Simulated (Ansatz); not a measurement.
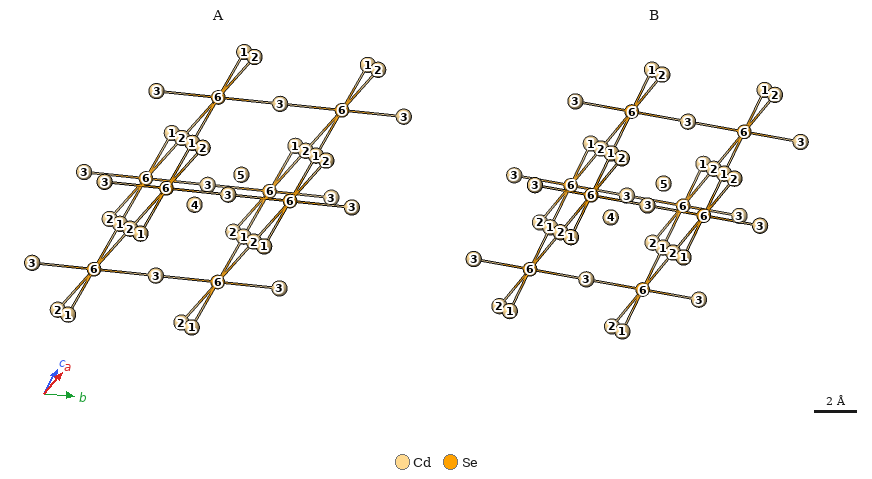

Two geometries of solid Cd$_{5}$Se (a generated structure, set up in R-3m) (coarse preliminary run), drawn at one scale. One is the start of a relaxation, the other its converged end. The picture is a ball-and-stick view of the cell of the calculation, seen from a free direction.

The calculation used Ansatz 0.2.0, DFT PBE, scalar-relativistic, plane waves, PAW. Settings: plane-wave cutoff 420 eV; k-point mesh 3 × 3 × 3; occupations gaussian; smearing width 0.1 eV; no spin polarisation; cell and atoms relaxed; force threshold 0.04 eV/Å; at most 70 steps.

Q: Which of the two is the end point?

A: Structure B is the relaxed one. After 6 accepted moves (7 points after the start) the energy has fallen by 0.764 eV per cell of the calculation. Largest force component: 1 eV/Å at the start, 0.02 eV/Å at the end. The pressure goes from −2.34 to 0.07 GPa. At 1 point the geometry stayed and the basis and grid were re-selected for the new cell (energy shift of 5.1 meV per cell of the calculation at most each time). The largest moves relative to the cell, 0.35 Å, are those of Cd4 and Cd5. Cd4 goes along [−1 −1 −1]. Se stays in place. The drawn cell changes as follows: a = b = c 6.037 → 5.561 Å (−7.9 %), α 65.2° → 72.0°, β 65.2° → 72.0°, γ 65.2° → 72.0°; the volume changes by −12.8 %. Among the contacts that change: Cd4–Cd5 2.676 → 3.022 Å, Cd1–Se6 3.019 → 2.781 Å. Among the angles between lasting bonds that change: Cd1–Se6–Cd2 65.2° → 72.0°, Cd1–Se6–Cd2 114.8° → 108.0°. The space group stays R-3m (No. 166). Cost: 44 s on 1 thread of Intel(R) Xeon(R) Processor @ 2.70GHz, on a shared host, peak memory 0.49 GiB.
